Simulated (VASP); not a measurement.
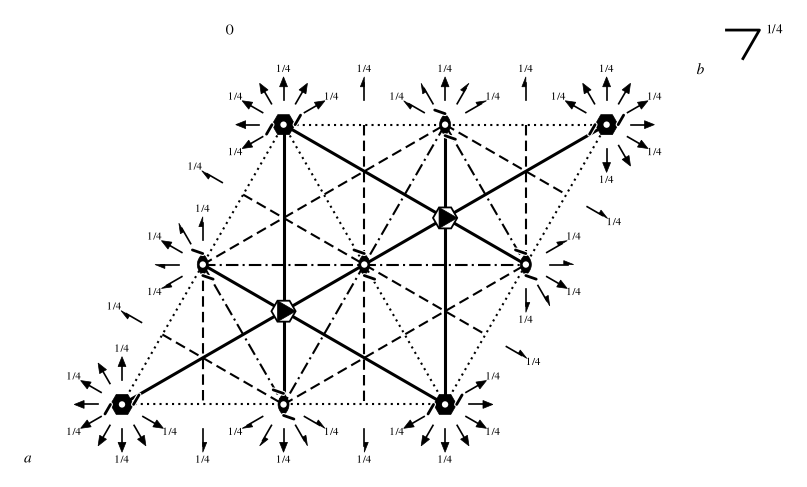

Symmetry elements of a space group, projected down c, computed from the operations of a computed or model structure of composition Ni.

Graphical symbols as in the International Tables (origin upper left, heights as fractions; handed screw axes are marked by their printed symbols).

> Identify the space group.

P6_3/mmc (No. 194); primitive hexagonal, point group 6/mmm, 24 general positions a cell.

> List the elements shown.

−6 axes along c at (1/3, 2/3), (2/3, 1/3); 6₃ axes along c at (0, 0); 2₁ axes along c at (0, 1/2), (1/2, 0), (1/2, 1/2); inversion centres at (0, 0), (0, 1/2), (1/2, 0), (1/2, 1/2); mirror planes holding c and [1 2 0] or [2 1 0] or [−1 1 0]; in-plane glide planes holding c and [1 2 0] or [2 1 0] or [−1 1 0]; c glide planes normal to a*, at x = 0; n glide planes normal to a*, at x = 1/2; c glide planes normal to b*, at y = 0; n glide planes normal to b*, at y = 1/2; c glide planes holding c and [1 1 0]; diagonal glide planes holding c and [1 1 0]; a mirror plane normal to c at height 1/4; 2 axes along [1 1 0] at height 0; 2 axes along [1 2 0] at height 1/4; 2 axes along [2 1 0] at height 1/4; 2 axes along [−1 1 0] at height 1/4; 2 axes along a at height 0; 2 axes along b at height 0; 2₁ axes along [1 1 0] at height 0; 2₁ axes along [1 2 0] at height 1/4; 2₁ axes along [2 1 0] at height 1/4; 2₁ axes along [−1 1 0] at height 1/4; 2₁ axes along a at height 0; 2₁ axes along b at height 0. Heights repeat every half period; positions are (a, b) fractions, modulo 1.
